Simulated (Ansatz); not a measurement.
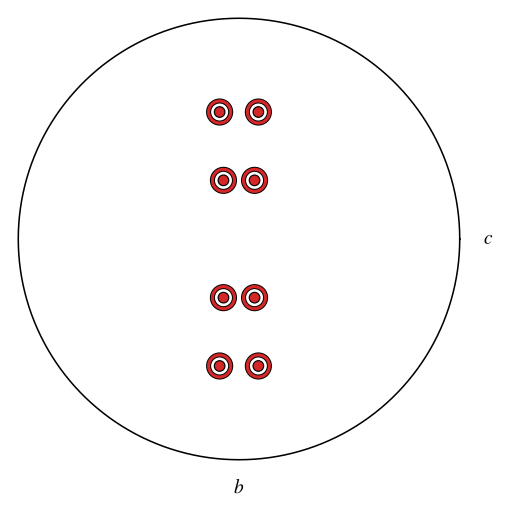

Stereographic projection: filled dots lie in the upper hemisphere, open rings in the lower. The a axis points at the viewer. The poles are all faces of one general form. Computed from the symmetry operations of a computed or model structure of composition WSe2, which need not be its known form.

### Which point group is this?

4/mmm (D4h), order 16, tetragonal system: one fourfold axis, four twofold axes, five mirror planes, an inversion centre.

### Can such a crystal be piezoelectric, pyroelectric or chiral?

It is centrosymmetric, so neither piezoelectric nor pyroelectric; it is not chiral.
